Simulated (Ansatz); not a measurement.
# Band gap of Ta2O5 (P2/m) from density functionals to GW, part 2 of 2

Wanted: a ladder of band gaps for Ta2O5 (P2/m), from density functionals to G0W0.

Ansatz 0.2.0; density functionals, hybrids and G0W0, plane waves, PAW. Known limits of the many-body steps: finite bands, screening cutoff and k mesh; no spin-orbit coupling in G0W0.

So far. Step 5 (PBE0 on the 4×4×2 mesh): Over mesh and listed points the gap is 4.417 eV, from k = (-0.500, 0.500, 0.500) to k = (0.000, 0.000, 0.500). The least direct gap found is 5.023 eV, at k = Γ. PBE0 against HSE06: 4.417 − 3.662 = +0.755 eV, with the same mesh, files and cutoff, and both edges at the same k points.

In doubt: masses and optical values from hybrid runs of this build are listed as unsure (steps 7, 8), which bears on the screening that GW takes from such a start.

## Step 7: G0W0@HSE06, 4×4×4 mesh, 356 empty bands, screening to 138 eV, PAW set soft_1 files

This step: G0W0 on HSE06, plane waves, PAW; PAW set soft_1.

Input file input.yaml:

```yaml
crystal:
  lattice:
    - [3.8414080139, 0.0, 0.0]
    - [0.0, 3.86271575, 0.0]
    - [-1.8189421445, 0.0, 6.5289594201]
  atoms:
    - { symbol: Ta, position: [0.64953073, 0.0, 0.79131453] }
    - { symbol: Ta, position: [0.35046927, 0.0, 0.20868547] }
    - { symbol: O, position: [0.6621243, 0.5, 0.79832929] }
    - { symbol: O, position: [0.3378757, 0.5, 0.20167071] }
    - { symbol: O, position: [0.18976057, 0.0, 0.87062125] }
    - { symbol: O, position: [0.81023943, 0.0, 0.12937875] }
    - { symbol: O, position: [0.5, 0.0, 0.5] }
kpoints:
  mp_grid: { grid: [4, 4, 4] }
hamiltonian:
  xc: hse06
  pseudopotentials: { kind: paw, azcp: { folder: soft_1 } }
scf:
  occupations: { method: fixed }
gw:
  n_empty_bands: 356
  ecut_chi: 138
  qp_bands: [v2, c2]
  qp_kpoints: band_edges
  screening: { model: contour_deformation }
```

Command:

```
> ansatz run input.yaml --threads 3 --pin off --max-ram 92160MiB --backend cuda --events-out ev --progress --plain --runs-dir out --devices 1 --max-vram 13GiB
```

Numbers of over 12 decimals in the logs are rounded to 6 here.

The program printed:

```text
GPUs: using 1 of 1 available (devices: 1).
[...]
GPU FFT provider: cuFFT
GPU libraries: cuBLAS 13.8.2, cuFFT 12.4.0, cuSOLVER 12.3.4
Crystal: 7 atoms, lattice volume = 96.878 Å³
Basis set: ecut = 420 eV, 1913 PW (Γ)
Bands: 35, of which v1, the nominal top of the filled ones, is band 28 counted from 1 (27 counted from 0)
Symmetry: 4 space group operations
[...]
k-points: 30 of 64
[...]
1    29      9.6365   -12.7105    -4.3260   -17.5615  0.8265    10.1638    10.1615  root
     1    30     10.1089   -13.0288    -4.4959   -18.0698  0.8221    10.6567    10.6540  root
[...]
29    27      5.8180   -26.3149     4.2915   -22.1880  0.7689     5.9822     5.9826  root
    29    28      5.9511   -26.4954     4.2956   -22.3783  0.7689     6.1292     6.1296  root
    29    29     10.6836   -13.1590    -4.6134   -18.3495  0.8163    11.2640    11.2607  root
    29    30     12.6945   -14.7709    -4.9758   -20.4248  0.7884    13.3789    13.3726  root
[key lines of the parts left out:]
Free energy (F): -22711.304331 eV
Fermi energy:    5.951138 eV
```

Run time: 2 min. Hardware: 1 × NVIDIA H100 80GB HBM3 (shared by 6 runs) with 3 threads of AMD EPYC 7R13 (Zen 3), shared host; peak memory 2.5 GiB; 2.6 min of CPU time.

This step gave:

| Property | Result |
| --- | --- |
| bands summed | 384 |
| RPA ε∞ on this mesh (eigenvalues) | 3.587, 3.624, 4.924 |
| plane waves in the screening matrix | 365 |
| G0W0 gap over the corrected points | 4.010 eV |
| k of the valence top | -0.5, -0.5, -0.5 |
| k of the conduction bottom | 0, 0, -0.5 |
| starting gap on the mesh | 3.665 eV |
| Z at the valence top | 0.7689 |
| Z at the conduction bottom | 0.8267 |
| least direct G0W0 gap over the corrected points | 4.720 eV |

Over 21 of 30 irreducible mesh points the G0W0 gap is 4.010 eV, from k = (-0.500, -0.500, -0.500) to k = (0.000, 0.000, -0.500). The HSE06 gap of this run on the mesh is 3.665 eV. The two states that bound the G0W0 gap lie that far apart at the start, so the correction of the gap is 4.010 − 3.665 = +0.345 eV. G0W0@HSE06 against G0W0@LDA with 384 bands (a further run, in the table below): 4.010 − 3.527 = +0.483 eV, with the same mesh, files and cutoffs, and both edges at the same k points.

## Step 8: G0W0@PBE0, 4×4×4 mesh, 356 empty bands, screening to 138 eV, PAW set soft_1 files

This step: G0W0 on PBE0, plane waves, PAW; PAW set soft_1.

Edit input.yaml of step 7 so:

```diff
@@ -16,3 +16,3 @@
 hamiltonian:
-  xc: hse06
+  xc: pbe0
   pseudopotentials: { kind: paw, azcp: { folder: soft_1 } }
```

The program printed:

```text
GPUs: using 1 of 1 available (devices: 1).
[...]
GPU FFT provider: cuFFT
GPU libraries: cuBLAS 13.8.2, cuFFT 12.4.0, cuSOLVER 12.3.4
Crystal: 7 atoms, lattice volume = 96.878 Å³
Basis set: ecut = 420 eV, 1913 PW (Γ)
Bands: 35, of which v1, the nominal top of the filled ones, is band 28 counted from 1 (27 counted from 0)
Symmetry: 4 space group operations
[...]
k-points: 30 of 64
[...]
1    29      9.9960   -12.6852    -4.2147   -17.1628  0.8370    10.2594    10.2590  root
     1    30     10.4759   -13.0061    -4.3760   -17.6646  0.8329    10.7590    10.7584  root
[...]
29    27      5.4215   -26.3216     4.1482   -22.6004  0.7820     5.8468     5.8485  root
    29    28      5.5550   -26.5014     4.1530   -22.7898  0.7819     5.9946     5.9965  root
    29    29     11.0608   -13.1326    -4.4817   -17.9271  0.8276    11.3744    11.3736  root
    29    30     13.0918   -14.7549    -4.8131   -19.9947  0.8024    13.5205    13.5185  root
[key lines of the parts left out:]
Free energy (F): -22706.977591 eV
Fermi energy:    5.554998 eV
```

Wall time 90 s (1 × NVIDIA H100 80GB HBM3 (shared by 6 runs) with 3 threads); peak memory 2.5 GiB.

This step gave:

- bands summed: 384
- RPA ε∞ on this mesh (eigenvalues): 3.394, 3.413, 4.509
- plane waves in the screening matrix: 365
- G0W0 gap over the corrected points: 4.240 eV
- k of the valence top: -0.5, -0.5, -0.5
- k of the conduction bottom: 0, 0, -0.5
- starting gap on the mesh: 4.420 eV
- Z at the valence top: 0.7819
- Z at the conduction bottom: 0.8372
- least direct G0W0 gap over the corrected points: 4.954 eV

Over 21 of 30 irreducible mesh points the G0W0 gap is 4.240 eV, from k = (-0.500, -0.500, -0.500) to k = (0.000, 0.000, -0.500). The PBE0 gap of this run on the mesh is 4.420 eV. The two states that bound the G0W0 gap lie that far apart at the start, so the correction of the gap is 4.240 − 4.420 = −0.180 eV. G0W0@PBE0 against G0W0@HSE06 with 384 bands: 4.240 − 4.010 = +0.230 eV, with the same mesh, files and cutoffs, and both edges at the same k points. The program's warnings for this run: coarse exchange mesh.

## Step 9: The ladder

Each gap is the least one over the points named; times are wall times on shared hosts, not benchmarks. A G0W0 time includes the run's own self-consistent start. Runs with listed points see these and the mesh alone, so an edge that moves elsewhere is missed. Rows marked * are further runs, not shown as steps, whose inputs differ from the G0W0 step on the same start in the columns given; solver thresholds can differ too. Symmetry makes (-0.500, 0.500, 0.500) and (-0.500, -0.500, -0.500) one point. Symmetry makes (0.000, 0.000, 0.500) and (0.000, 0.000, -0.500) one point.

| level | mesh | files, cutoff | bands summed, screening | points | gap (eV) | valence top | conduction bottom | least direct gap (eV) | time |
| --- | --- | --- | --- | --- | --- | --- | --- | --- | --- |
| LDA | 6×6×4 | soft_1 PAW, 420 eV | - | mesh and path | 2.123 | (-0.500, 0.500, 0.500) | (0.000, 0.000, 0.500) | 2.795 | 9.2 s |
| LDA+SOC | 6×6×4 | soft_1 PAW, 420 eV | - | mesh and listed points | 2.096 | (-0.500, 0.500, 0.500) | (0.000, 0.000, 0.500) | 2.763 | 10 s |
| HSE06 | 4×4×2 | soft_1 PAW, 420 eV | - | mesh and listed points | 3.662 | (-0.500, 0.500, 0.500) | (0.000, 0.000, 0.500) | 4.283 | 21 s |
| PBE0 | 4×4×2 | soft_1 PAW, 420 eV | - | mesh and listed points | 4.417 | (-0.500, 0.500, 0.500) | (0.000, 0.000, 0.500) | 5.023 | 18 s |
| G0W0@LDA* | 4×4×4 | soft_1 PAW, 420 eV | 154, 69 eV | 20 of 30 irreducible mesh points | 3.514 | (-0.500, -0.500, -0.500) | (0.000, 0.000, -0.500) | 4.227 | 22 s |
| G0W0@LDA* | 4×4×4 | soft_1 PAW, 420 eV | 384, 138 eV | 20 of 30 irreducible mesh points | 3.527 | (-0.500, -0.500, -0.500) | (0.000, 0.000, -0.500) | 4.230 | 57 s |
| G0W0@LDA | 4×4×4 | soft_1 PAW, 420 eV | 795, 230 eV | 20 of 30 irreducible mesh points | 3.603 | (-0.500, -0.500, -0.500) | (0.000, 0.000, -0.500) | 4.291 | 2 min |
| G0W0@LDA* | 4×4×2 | soft_1 PAW, 420 eV | 384, 138 eV | 12 of 18 irreducible mesh points | 3.519 | (-0.500, -0.500, -0.500) | (0.000, 0.000, -0.500) | 4.222 | 18 s |
| G0W0@HSE06 | 4×4×4 | soft_1 PAW, 420 eV | 384, 138 eV | 21 of 30 irreducible mesh points | 4.010 | (-0.500, -0.500, -0.500) | (0.000, 0.000, -0.500) | 4.720 | 2 min |
| G0W0@PBE0 | 4×4×4 | soft_1 PAW, 420 eV | 384, 138 eV | 21 of 30 irreducible mesh points | 4.240 | (-0.500, -0.500, -0.500) | (0.000, 0.000, -0.500) | 4.954 | 90 s |

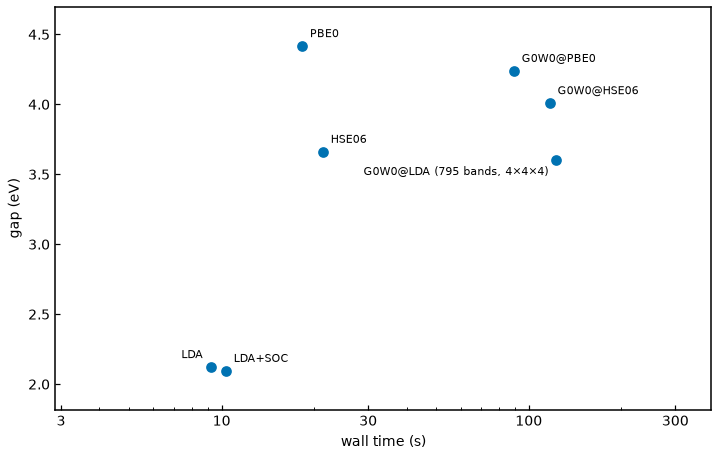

Gap against wall time for the runs shown as steps.

## Step 10: Summary of results

```json
{
 "LDA, over mesh and path": "2.123 eV",
 "LDA+SOC, over mesh and listed points": "2.096 eV",
 "HSE06, over mesh and listed points": "3.662 eV",
 "PBE0, over mesh and listed points": "4.417 eV",
 "G0W0@LDA (795 bands, 4×4×4), over 20 of 30 irreducible mesh points": "3.603 eV",
 "G0W0@HSE06, over 21 of 30 irreducible mesh points": "4.010 eV",
 "G0W0@PBE0, over 21 of 30 irreducible mesh points": "4.240 eV",
 "known limits": "finite bands, screening cutoff and k mesh; no spin-orbit coupling in G0W0"
}
```

What this shows: The rows run from 2.096 eV (LDA+SOC) to 4.417 eV (PBE0). They differ in mesh, bands and screening cutoff of G0W0 and the points over which the gap was sought as well as in level, so only pairs that share these are like for like. LDA+SOC against LDA: 2.096 − 2.123 = −0.027 eV, with the same mesh, set of files (read in its fully relativistic form for the spin-orbit run) and cutoff, and both edges at the same k points. The spin-orbit run sees mesh and listed points alone, so its gap is an upper bound: the coupling can move an edge off these points, and the change over the zone, its sign included where it is small, is not known. PBE0 against HSE06: 4.417 − 3.662 = +0.755 eV, with the same mesh, files and cutoff, and both edges at the same k points. G0W0@HSE06 against G0W0@LDA with 384 bands: 4.010 − 3.527 = +0.483 eV, with the same mesh, files and cutoffs, and both edges at the same k points. G0W0@PBE0 against G0W0@HSE06 with 384 bands: 4.240 − 4.010 = +0.230 eV, with the same mesh, files and cutoffs, and both edges at the same k points. G0W0@LDA (795 bands, 4×4×4) moves the gap of its own start on the mesh by 3.603 − 2.110 = +1.493 eV, between the same two levels. Both edges that LDA shows over mesh and path lie at k points where levels were corrected. Levels at other points were not corrected, so a lower G0W0 gap elsewhere in the zone is not ruled out. G0W0@HSE06 moves the gap of its own start on the mesh by 4.010 − 3.665 = +0.345 eV, between the same two levels. Both edges that HSE06 shows over mesh and listed points lie at k points where levels were corrected. Levels at other points were not corrected, so a lower G0W0 gap elsewhere in the zone is not ruled out. G0W0@PBE0 moves the gap of its own start on the mesh by 4.240 − 4.420 = −0.180 eV, between the same two levels. Both edges that PBE0 shows over mesh and listed points lie at k points where levels were corrected. Levels at other points were not corrected, so a lower G0W0 gap elsewhere in the zone is not ruled out. What spin-orbit coupling does to the G0W0 levels was not computed, so no sum with the G0W0 gap is formed. For G0W0@LDA: from 154 bands and 69 eV to 795 bands and 230 eV the gap moves by 3.603 − 3.514 = +0.089 eV (rung by rung 3.514, 3.527, 3.603 eV); bands and screening cutoff rise together, so their parts are not told apart. A line in one over the bands through the two highest rungs gives 3.603 + (3.603 − 3.527) × 384 / (795 − 384) = 3.674 eV, and through the pair below 3.527 + (3.527 − 3.514) × 154 / (384 − 154) = 3.536 eV. The two differ by 0.138 eV, not under the 0.030 eV asked, so the law does not hold well over these rungs and the limit is not known. The other G0W0 rows are shown at one basis each (384 bands), so their distance from the limit is not known here. With the 4×4×2 mesh in place of the 4×4×4 mesh and all else as in the G0W0@LDA row with 384 bands, the gap differs by 3.519 − 3.527 = −0.008 eV, and that of the start by 2.106 − 2.110 = −0.004 eV. For G0W0@PBE0: the program's warnings for this run: coarse exchange mesh. The G0W0 runs are scalar-relativistic. G0W0@LDA runs of this series with other atomic data on the same mesh, not shown as steps, give 3.506 eV (hard PAW, 930 eV, 398 bands, screening to 138 eV; the table's row with the same empty bands and screening cutoff has 3.527 eV); where bands and cutoffs differ too, the part of the files is not isolated.

[Paths, hosts, dates, memory and timing lines, banners, echoed tables and standing remarks are left out of the program output.]

[Logs are printed without paths, hosts, clocks, repeated set-up lines and the standing remarks that a program may print on its own settings, such as how far it seeks lower states.]

[Runs of the session that timed out or met a known fault of the program may be left out.]

[Cells called generated may have been cut or substituted from an entry of the Crystallography Open Database or the Materials Project.]

[Hosts, paths, dates, database ids (printed as entryN), source tags and the programs' standing remarks are cut or masked in the printed files.]

[Where an RPA ε∞ is given, it is that of the G0W0 mesh and is not shown converged in it. Names of k-points follow the symmetry that the program found, which can be lower than the space group named. Band edges on a path are those of the sampled points; other points can move an edge, and change direct to indirect where valleys lie close.]

[Hybrid gaps are those of their k-mesh and are not shown converged in it.]
